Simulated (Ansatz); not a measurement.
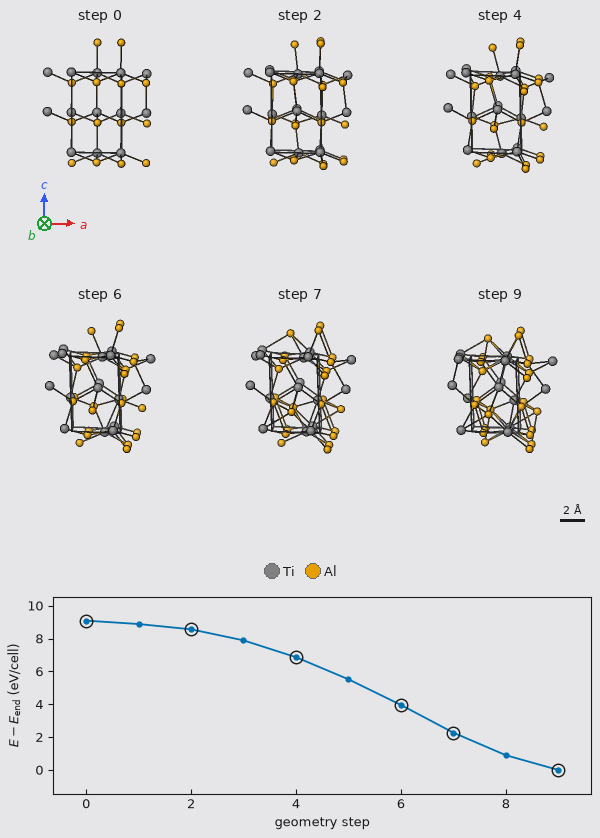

Frames of a relaxation of crystalline TiAl (built on the zinc blende_216 type) (coarse preliminary run), marked on the history of the run. A ball-and-stick model of the cell of the calculation, seen along the b axis.

All numbers below come from DFT PBE, scalar-relativistic, plane waves, PAW in Ansatz.

Input
```yaml
crystal:
  lattice:
    - [3.0311065929, 3.0494462268, 0.0396335487]
    - [3.0449644939, -2.9840370303, 5.9349881826]
    - [2.9842641176, -3.0818708489, -5.9535549037]
  atoms:
    - { symbol: Ti, position: [0.505041188, 8.57875e-05, 0.5040194813] }
    - { symbol: Ti, position: [-0.0110243551, 0.504864174, 0.4980884956] }
    - { symbol: Ti, position: [-0.0118300697, -0.0029309042, 0.0011799269] }
    - { symbol: Ti, position: [0.510985023, 0.4918447348, 0.9957227239] }
    - { symbol: Al, position: [0.4986801802, 0.1300756861, 0.8801324622] }
    - { symbol: Al, position: [-0.0026104256, 0.6210204217, 0.8671975943] }
    - { symbol: Al, position: [-0.0042152205, 0.1245025277, 0.3792876391] }
    - { symbol: Al, position: [0.5149736796, 0.6305375724, 0.3743716766] }
basis:
  ecutwfc: 420
kpoints:
  mp_grid: { grid: [6, 4, 4] }
hamiltonian:
  xc: pbe
scf:
  occupations: { method: gaussian, width: 0.1 }
output:
  forces: true
  stress: true
  eigenvalues: true
relax:
  adjacent_minimum: "off"
  f_tol: 0.015
  max_steps: 120
  cell: { stress_tol: 0.15 }
```

Launched with:
```bash
ansatz run input.yaml --threads 1 --pin off --max-ram 2560MiB --backend cpu --events-out ev --progress --plain --runs-dir out
```

Question: What happens along the run?

Answer: The run was cut off at its time limit before the relaxation converged, so the last structure is only a point on the way. The largest moves relative to the cell, 1.25 Å, are those of Ti3 and Al5. Al5 goes along [−3 0 1]. Largest moves by element: Al 1.25 Å, Ti 1.24 Å. Cell: a 4.300 → 4.055 Å (−5.7 %), b 7.308 → 6.220 Å (−14.9 %), c 7.338 → 6.376 Å (−13.1 %), α 108.5° → 100.5°, β 91.1° → 94.8°, γ 89.3° → 86.5°. Volume −28.0 %. Among the contacts that change: Ti4–Al5 4.919 → 2.498 Å, Ti3–Al8 4.880 → 2.579 Å, Ti3–Al6 5.006 → 2.895 Å, Ti3–Al8 (another image) 4.909 → 2.960 Å. New bonds form: Ti1–Ti3 (4.17 → 2.90 Å), Ti2–Ti4 (4.16 → 2.67 Å), Ti3–Al6 (5.01 → 2.89 Å), Ti3–Al8 (4.88 → 2.58 Å). Bond angles that change, for instance: Ti3–Al5–Ti4 111.3° → 168.9°, Ti2–Al8–Ti4 108.3° → 58.8°, Ti3–Al6–Ti4 108.3° → 60.1°. The space group stays P1 (No. 1). The energy falls by 9.091 eV per cell of the calculation in 9 geometry steps. The largest force component goes from 0.76 to 1 eV/Å. Pressure: 0.18 GPa at the start and −1.59 GPa at the end. The run took 3.5 min on 1 thread of Intel(R) Xeon(R) 6975P-C (Granite Rapids) (shared host), peak memory 0.67 GiB. From step 0 to 2: Al5 moves most (0.33 Å), volume −2.2 %, energy −0.528 eV per cell of the calculation. From step 2 to 4: Ti and Al atoms move most (0.37 Å), volume −4.6 %, energy −1.697 eV per cell of the calculation. From step 4 to 6: Ti3 moves most (0.38 Å), volume −7.8 %, energy −2.904 eV per cell of the calculation. From step 6 to 7: Ti3 moves most (0.19 Å), volume −5.2 %, energy −1.689 eV per cell of the calculation. From step 7 to 9: Al6 moves most (0.32 Å), volume −11.8 %, energy −2.272 eV per cell of the calculation.

```tsv
step	E − E(0), meV/atom	largest force component, eV/Å	pressure, GPa	volume, Å³/atom
0	0.00	0.7574	0.18	27.321
1	-25.83	0.3128	0.20	27.028
2	-66.00	0.8662	-0.06	26.726
3	-150.00	1.4045	-0.80	26.229
4	-278.14	1.7723	-1.87	25.490
5	-446.13	2.0215	-3.07	24.501
6	-641.20	1.7127	-4.42	23.513
7	-852.35	1.3838	-5.16	22.295
8	-1023.94	0.9475	-4.15	20.959
9	-1136.37	1.0474	-1.59	19.674
```
